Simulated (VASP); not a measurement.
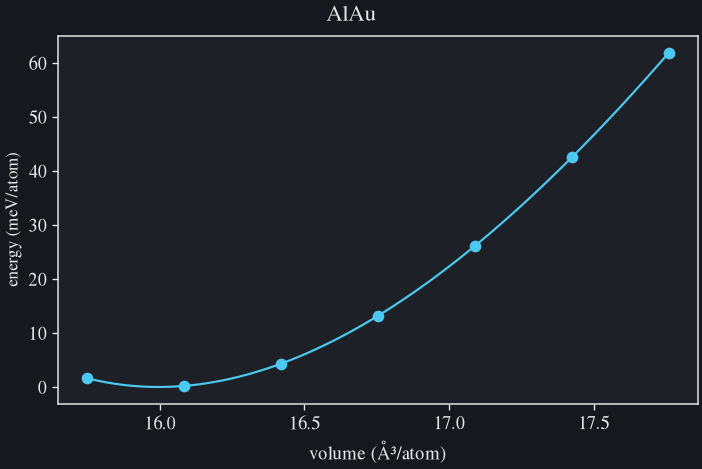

The plot gives the computed energy against volume for AlAu, space group Pm-3m (No. 221).

The given structure:
```yaml
crystal:
  lattice:
    - [3.22394, 0.00000, 0.00000]
    - [0.00000, 3.22394, 0.00000]
    - [0.00000, 0.00000, 3.22394]
  atoms:
    - { symbol: Au, position: [0.50000, 0.50000, 0.50000] }
    - { symbol: Al, position: [0.00000, 0.00000, 0.00000] }
```

Method: plane-wave DFT, no spin polarisation; energies at scaled volumes of the given cell, shape and fractions fixed, counted from the fit's minimum, third-order Birch-Murnaghan fit (VASP 6.6.1). Level: PBEsol.

k mesh 8×8×8; occupations Fermi–Dirac; smearing width 0.05 eV; potentials VASP PAW PBE potentials, recommended; wave cutoff 520 eV.

This calculation gives: equilibrium volume 16.00 Å³/atom and bulk modulus 131 GPa.

Now Au is replaced by Cu on all its sites, which gives AlCu in the same structure. The second calculation uses k mesh 9×9×9. How do these quantities change?

The equilibrium volume falls from 16.00 to 12.97 Å³/atom (−19 %) and the bulk modulus falls from 131 to 125 GPa (−4.6 %).

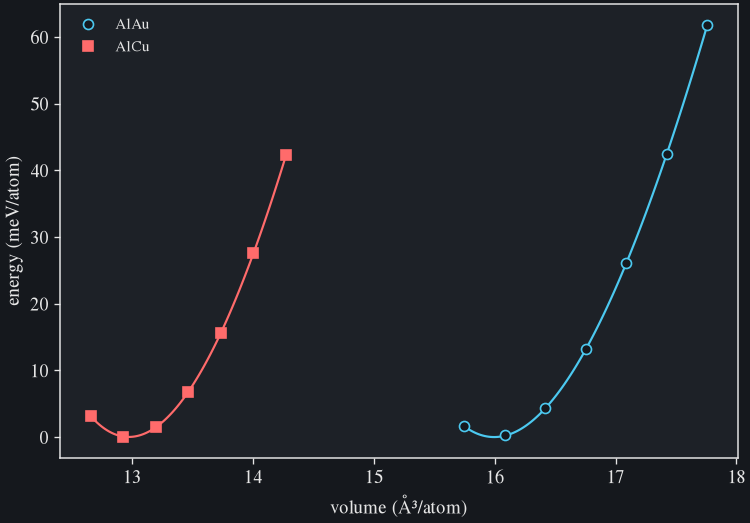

The two results together.

For AlAu, limits of the calculation: spin-orbit coupling left out, heavy elements.

V0 and the bulk modulus come from third-order Birch–Murnaghan fits.
